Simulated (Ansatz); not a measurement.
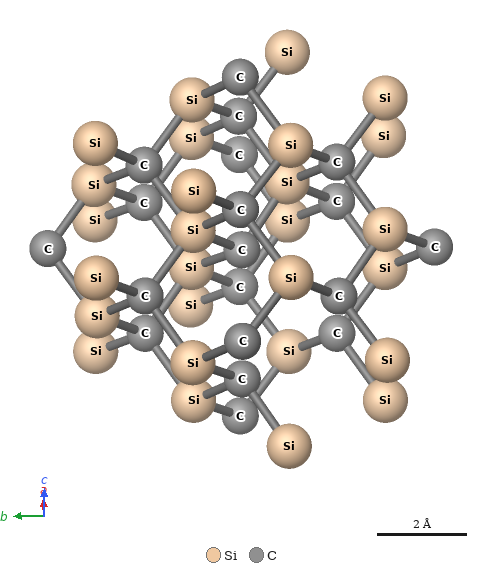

This is the input geometry for a relaxation of a defect cell of composition Si31C32 (cell charge −1). A ball-and-stick model of the atoms within 5.0 Å of the atom that moves most (axes of the cell of the calculation (origin shifted)), seen from a free direction.

The calculation used DFT, PBEsol, PAW, plane waves (Ansatz 0.2.0).

(plane-wave cutoff 420 eV; k-point mesh 1 × 1 × 1; mesh shifted by (0.25, 0.25, 0.25); collinear spin; atoms relaxed in a fixed cell; force threshold 0.03 eV/Å; at most 80 steps)

```
Si C
1.0
     8.71371    0.00000    0.00000
     0.00000    8.71371    0.00000
     0.00000    0.00000    8.71371
Si C
31 32
Direct
  0.99830 0.00295 0.00154
  0.00044 0.99844 0.50520
  0.99769 0.50101 0.99917
  0.00341 0.50069 0.50049
  0.50370 0.00152 0.00462
  0.49963 0.99681 0.49786
  0.50225 0.49642 0.99750
  0.25074 0.25159 0.00003
  0.24752 0.24840 0.50216
  0.25241 0.74927 0.00094
  0.24886 0.75155 0.49640
  0.75258 0.25004 0.99790
  0.75195 0.25050 0.49795
  0.74961 0.74955 0.99646
  0.75402 0.75089 0.49930
  0.25055 0.99520 0.25659
  0.24984 0.00093 0.74666
  0.25173 0.50209 0.24709
  0.24790 0.49732 0.74736
  0.74985 0.99851 0.25473
  0.74838 0.00337 0.74811
  0.75008 0.49905 0.25214
  0.74891 0.50385 0.75378
  0.00271 0.25350 0.25146
  0.00113 0.25196 0.75009
  0.99716 0.75094 0.25445
  0.00002 0.74893 0.74723
  0.49849 0.25153 0.24555
  0.49839 0.25210 0.75044
  0.49976 0.74753 0.24715
  0.50228 0.74855 0.74732
  0.12468 0.12316 0.12354
  0.12523 0.12629 0.62563
  0.12385 0.62495 0.12598
  0.12394 0.62389 0.62793
  0.62470 0.12888 0.12380
  0.62551 0.12337 0.62746
  0.62762 0.62572 0.13008
  0.62348 0.62188 0.62298
  0.37625 0.37840 0.12413
  0.37398 0.37263 0.62225
  0.37725 0.87189 0.12746
  0.37486 0.87385 0.62447
  0.87245 0.37235 0.12633
  0.87556 0.37436 0.62564
  0.87222 0.87557 0.12748
  0.87559 0.87237 0.62456
  0.37132 0.12188 0.37780
  0.37141 0.12546 0.87835
  0.37397 0.62260 0.37913
  0.37892 0.62710 0.87624
  0.87616 0.12526 0.37698
  0.87433 0.12158 0.87610
  0.87751 0.62504 0.37417
  0.87488 0.62784 0.87857
  0.12608 0.37397 0.37510
  0.12760 0.37495 0.87240
  0.12688 0.87687 0.37598
  0.12388 0.87500 0.87561
  0.62386 0.37585 0.37479
  0.62391 0.37613 0.88038
  0.63137 0.87148 0.37284
  0.62379 0.87432 0.87355
```

### Predict the outcome.

The atom that moves furthest is C39 (0.25 Å along [1 1 1]). By element the largest moves are C 0.25 Å, Si 0.06 Å. The cell doesn't change. Near-neighbour distances that change, for instance: Si30–C50 1.926 → 1.830 Å, Si15–C39 1.928 → 1.838 Å, Si7–C61 1.807 → 1.887 Å, Si28–C60 1.907 → 1.834 Å. Among the angles between lasting bonds that change: C39–Si23–C55 111.9° → 102.6°, C39–Si31–C63 111.4° → 102.6°, Si23–C39–Si31 107.4° → 115.2°. The energy falls by 1.697 eV per cell of the calculation in 4 geometry steps. Largest force component: 1.8 eV/Å at the start, 0.016 eV/Å at the end. The program noted that the starting moments weren't kept. The run took 46 s on 7 threads of Arm Neoverse-V2, peak memory 1.8 GiB.

The end point in the same view:

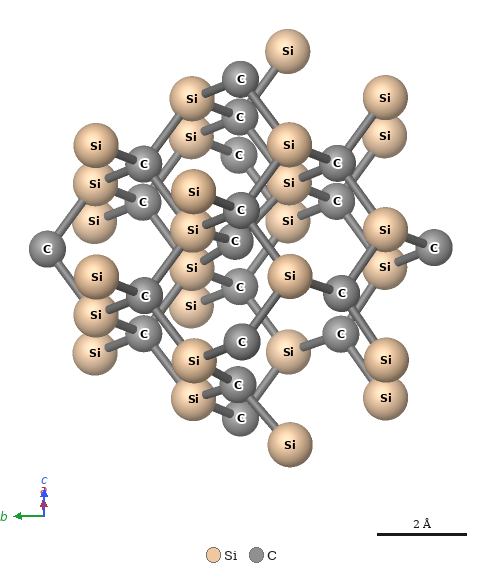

Limits of the set-up: the cell is charged, on a uniform background, and energies carry no finite-size correction.
